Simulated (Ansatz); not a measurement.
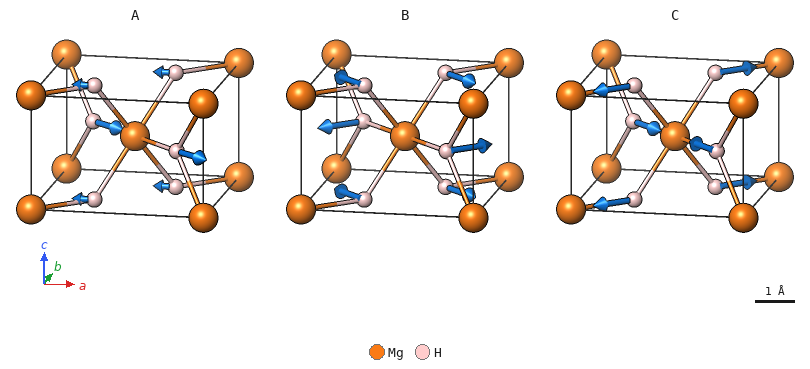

Modes of crystalline MgH2 (a generated structure), space group P4₂/mnm (No. 136), at the zone centre (one member of each degenerate set). The blue arrows are the displacements of the atoms (eigenvector over the root of the mass), of arbitrary overall length and sign. A ball-and-stick model of the cell of the calculation, seen slightly off an axis.

Theory: Ansatz, DFT PBE, scalar-relativistic, plane waves, PAW.

Frequencies are those without the non-analytic (LO–TO) term.

**Which are infrared-active and which Raman-active?**

A is E_u, infrared-active by symmetry (1175 cm⁻¹). B is A₂g, silent by symmetry (neither infrared- nor Raman-active) (784 cm⁻¹). C is A₁g, Raman-active by symmetry (1275 cm⁻¹). The crystal has a centre of inversion, so no mode is both.
